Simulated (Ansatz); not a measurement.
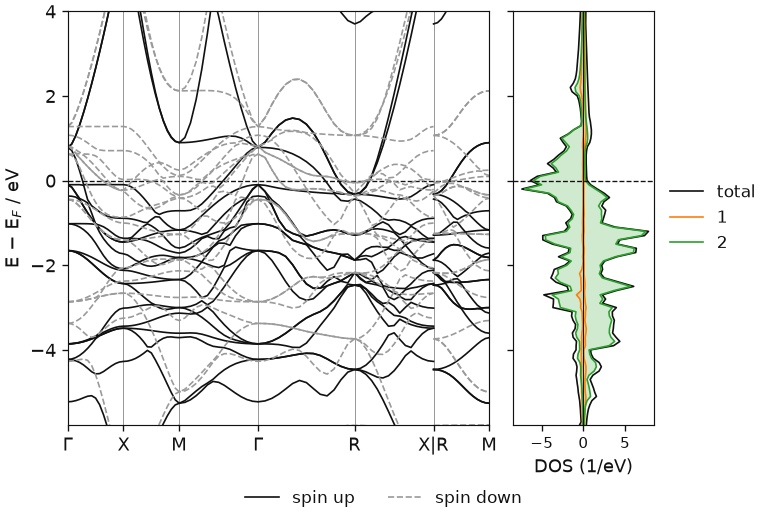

Band structure and density of states. Energies are counted from the Fermi level. The partial curves are projected on Löwdin-orthogonalised atomic shells. Spin-down states are drawn negative.

Calculation on AlCo₃, space group Pm-3m (No. 221), 4 atoms in the cell; a = 3.53 Å, b = 3.53 Å, c = 3.53 Å, α = 90.00°, β = 90.00°, γ = 90.00°.

Level of theory: DFT PBEsol, scalar-relativistic, plane waves, PAW, spin-polarised, 12×12×12 k mesh; code Ansatz 0.2.0.

> The numbered curves are projections. Which is which? The candidates: Al 3p, Co 3d.

1 is Al 3p; 2 is Co 3d.

> Metal, semiconductor or insulator?

A metal: bands cross the Fermi level along this path.
